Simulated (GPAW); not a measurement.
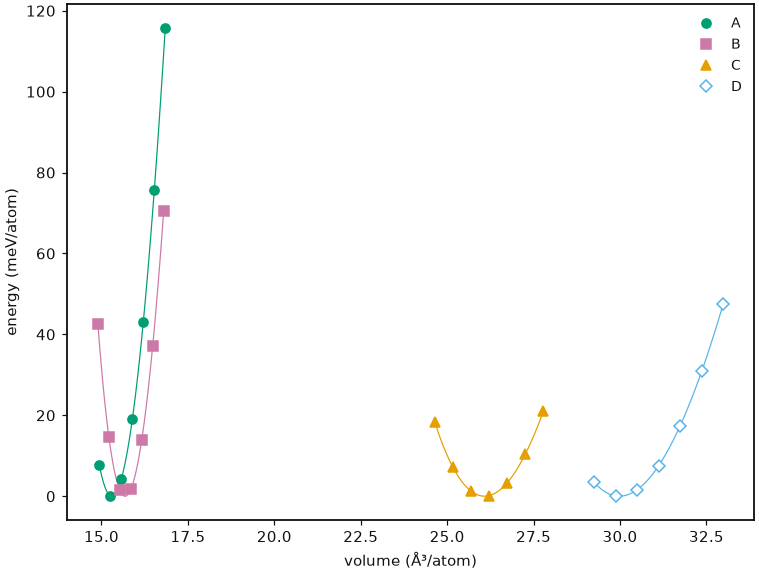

The figure shows the energy against volume, with one curve for each element, for Bi, Mo, Sb and W (all in space group Im-3m (No. 229)). The labels are replaced by letters.

Method: PAW DFT in plane waves, on a grid or in atomic orbitals, no spin polarisation; energies at scaled volumes of the given cell, shape and fractions fixed, counted from the fit's minimum, third-order Birch-Murnaghan fit (GPAW 26.7.0). Level: PBEsol.

occupations Fermi–Dirac; smearing width 0.05 eV; potentials PAW data sets made by gpaw setup for the functional; wave cutoff 600 eV.

### Which letter stands for which compound?

A: Mo; B: W; C: Sb; D: Bi.

Note: spin-orbit coupling left out, heavy elements (Bi).
